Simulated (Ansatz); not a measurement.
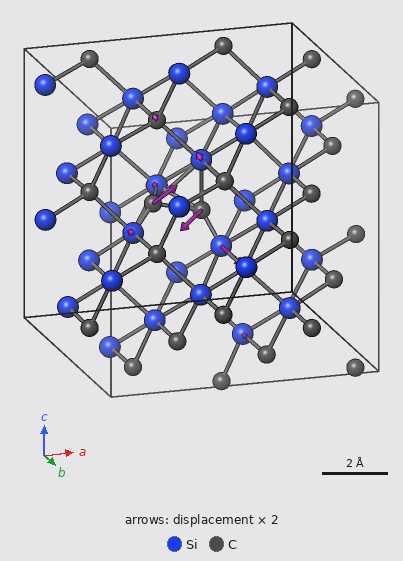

This is a relaxation of a defect cell of composition Si32C33 (cell charge −1). The starting structure is drawn; purple arrows show the displacements, 2 times their true length.

The picture is a ball-and-stick view of the cell of the calculation (origin shifted), seen from a free direction.

The calculation used DFT, PBEsol, PAW, plane waves (Ansatz 0.2.0). Settings: plane-wave cutoff 420 eV; k-point mesh 1 × 1 × 1; mesh shifted by (0.25, 0.25, 0.25); collinear spin; atoms relaxed in a fixed cell; force threshold 0.03 eV/Å; at most 80 steps.

> What did the optimiser do to the structure, and how much energy did it gain?

A C atom moves most: 0.53 Å along [−2 1 −1]. Largest moves by element: C 0.53 Å, Si 0.47 Å. The cell doesn't change. Some distances before and after: C–Si 1.254 → 1.832 Å, C–Si 2.061 → 2.639 Å, Si–Si 3.043 → 3.594 Å, Si–Si 3.057 → 3.576 Å. Among the angles between lasting bonds that change: Si–C–C 64.6° → 110.4°, C–Si–C 121.1° → 90.3°, Si–C–Si 93.6° → 119.5°. After 15 geometry steps the energy has fallen by 18.304 eV per cell of the calculation. The largest force component goes from 39 to 0.011 eV/Å.

Limits of the set-up: the cell is charged, on a uniform background, and energies carry no finite-size correction.
